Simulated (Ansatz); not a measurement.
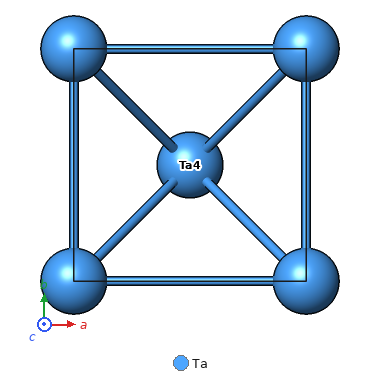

The system is Ta (Fm-3m, No. 225; 4 atoms in the cell); the picture shows the reference structure. 
- Gamma surface: rigid slide across a plane, one fault a cell; the plane is (0 0 1) of the conventional cell.
- Places are given modulo a cell vector. The map is drawn in real space over the plane of the slide.
- Nothing is relaxed (rigid halves, spacing across the cut fixed).
- The scan uses a 12 × 12 grid; 28 points were computed and 116 follow by symmetry.
- All energies are given in mJ/m² relative to the lowest grid point.
- These are results of DFT PBE, scalar-relativistic, plane waves, PAW (Ansatz 0.2.0), not measurements. Settings: cutoff 420 eV, k-mesh 15×15×5 in the order of the run's cell vectors, gaussian smearing 0.15 eV, no spin polarisation.

Its coordinates:

```yaml
crystal:
  lattice:
    - [-2.11155, -2.11155, 0.00000]
    - [2.11155, -2.11155, 0.00000]
    - [0.00000, 0.00000, 8.44619]
  atoms:
    - { symbol: Ta, position: [0.00000, 0.00000, 0.87500] }
    - { symbol: Ta, position: [0.50000, 0.50000, 0.12500] }
    - { symbol: Ta, position: [0.00000, 0.00000, 0.37500] }
    - { symbol: Ta, position: [0.50000, 0.50000, 0.62500] }
```

The input of one point:

```yaml
crystal:
  lattice:
    - [-2.1115483479, -2.1115483479, 0.0]
    - [2.1115483479, -2.1115483479, 0.0]
    - [0.0, 0.0, 8.4461933917]
  atoms:
    - { symbol: Ta, position: [0.0, 0.0, 0.0] }
    - { symbol: Ta, position: [0.5, 0.5, 0.25] }
    - { symbol: Ta, position: [0.0, 0.0, 0.5] }
    - { symbol: Ta, position: [0.5, 0.5, 0.75] }
basis:
  ecutwfc: 420
kpoints:
  mp_grid: { grid: [15, 15, 5] }
hamiltonian:
  xc: pbe
  pseudopotentials: { kind: paw, azcp: { folder: soft_1 } }
scf:
  occupations: { method: gaussian, width: 0.15 }
output:
  forces: true
  stress: true
  eigenvalues: true
```

Range: slide along a1 from 0.000 to 0.917; slide along a2 from 0.000 to 0.917.

Q: Predict the map.

A: The lowest grid point is at (0/12, 0/12) of the cell vectors. No other kind of well shows on this grid. The highest grid point, (6/12, 6/12) of the cell vectors, lies 5451 mJ/m² above the lowest. On the interpolated surface the easiest way out of the lowest well to its copy in the next cell or period passes a barrier of about 2000 mJ/m².

```
slide along a2 ↓, slide along a1 →  0/12  1/12  2/12  3/12  4/12  5/12  6/12  7/12  8/12  9/12  10/12  11/12
                             11/12    89   196   481   934  1487  1963  2155  1963  1487   934    481    196
                             10/12   351   481   799  1256  1818  2328  2537  2328  1818  1256    799    481
                              9/12   802   934  1256  1746  2386  2988  3237  2988  2386  1746   1256    934
                              8/12  1365  1487  1818  2386  3145  3868  4173  3868  3145  2386   1818   1487
                              7/12  1845  1963  2328  2988  3868  4701  5063  4701  3868  2988   2328   1963
                              6/12  2038  2155  2537  3237  4173  5063  5451  5063  4173  3237   2537   2155
                              5/12  1845  1963  2328  2988  3868  4701  5063  4701  3868  2988   2328   1963
                              4/12  1365  1487  1818  2386  3145  3868  4173  3868  3145  2386   1818   1487
                              3/12   802   934  1256  1746  2386  2988  3237  2988  2386  1746   1256    934
                              2/12   351   481   799  1256  1818  2328  2537  2328  1818  1256    799    481
                              1/12    89   196   481   934  1487  1963  2155  1963  1487   934    481    196
                              0/12     0    89   351   802  1365  1845  2038  1845  1365   802    351     89
```

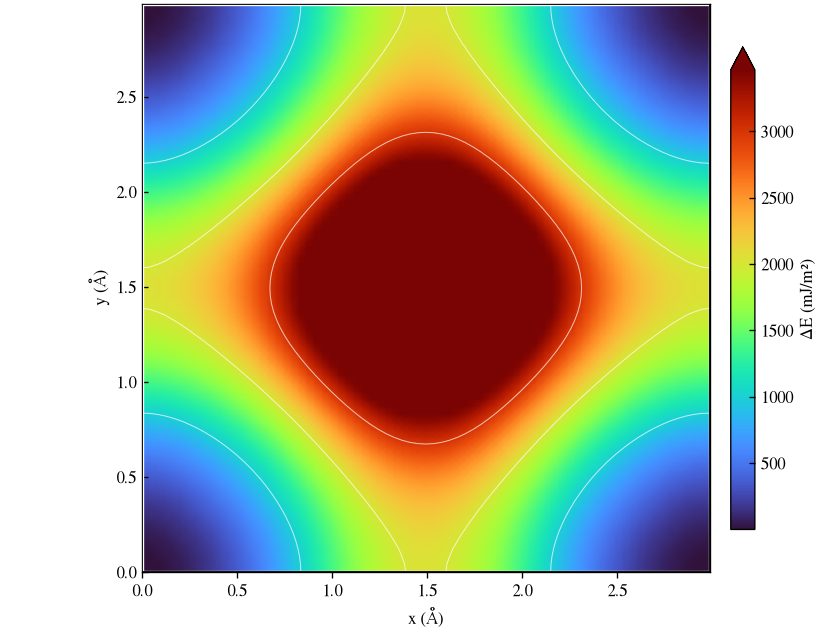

In the figure: a smooth colour map with a few white contour lines, the outline of one cell of the plane, one colour for all values above the top of the scale. Between grid points the surface is interpolated.

The whole map (28 points run) took 21 min on 2 threads of Arm Neoverse N1, with other jobs on the host.
